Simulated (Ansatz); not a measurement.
Ta (slab)

```xyz
8
Lattice="2.8744 0.0000 0.0000 0.0000 4.6939 0.0000 0.0000 0.0000 24.4850" Properties=species:S:1:pos:R:3 pbc="T T T"
Ta    0.7569    2.3469    7.6861
Ta    1.9554    0.0000    8.8266
Ta    2.8413    2.3469   10.2198
Ta    0.9358    0.0000   11.5851
Ta    1.9386    2.3469   12.8999
Ta    0.0331    0.0000   14.2652
Ta    0.9190    2.3469   15.6584
Ta    2.1175    0.0000   16.7989
```

Theory: Ansatz 0.2.0, DFT PBE, scalar-relativistic, plane waves, PAW.

What will maps of the valence pseudo-density and electron localisation function show?

Answer. Ta–Ta (2.65 Å): ρ at the midpoint is about 0.46 e/Å³; the ELF is about 0.40 at the midpoint.
Ta–Ta (2.83 Å): ρ is about 0.32 e/Å³ halfway; the ELF is about 0.30 at the midpoint (no shared electron pair shows on this line).
Ta–Ta (2.87 Å): ρ is about 0.32 e/Å³ halfway; the ELF is about 0.30 at the midpoint.
Ta–Ta (2.94 Å): ρ is about 0.28 e/Å³ halfway; the ELF is about 0.30 at the midpoint.

Does the calculation make it a metal, or give it a gap?

Answer. It is metallic or semimetallic at this level of theory: no gap opens.

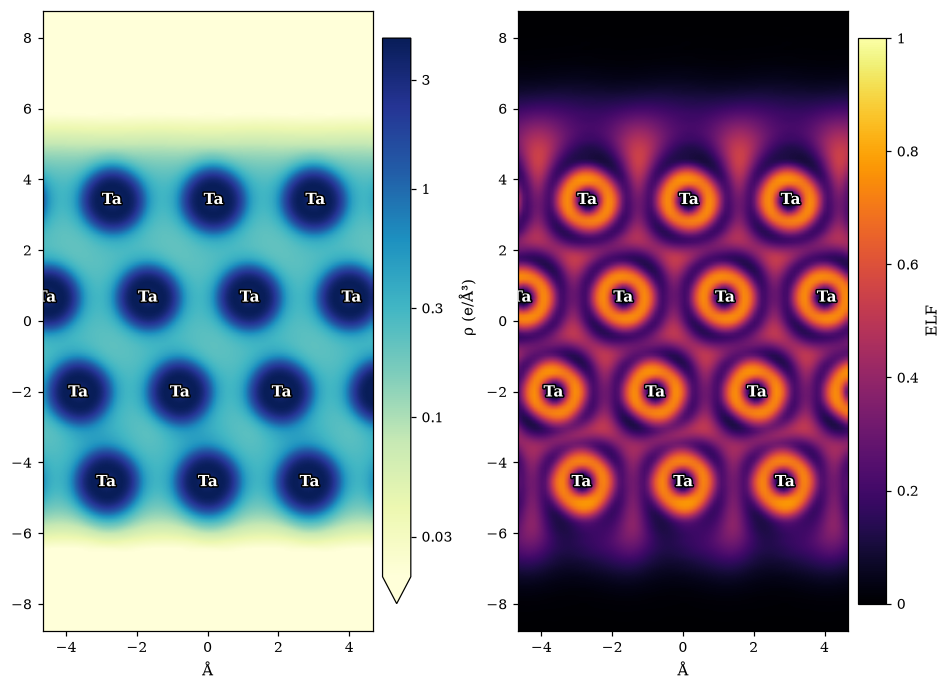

Computed valence pseudo-density and electron localisation function on the (010) plane of the calculation cell, a cut from vacuum to vacuum, in this order. 

In a PAW calculation such maps are meaningful between the atoms, not at the nuclei.
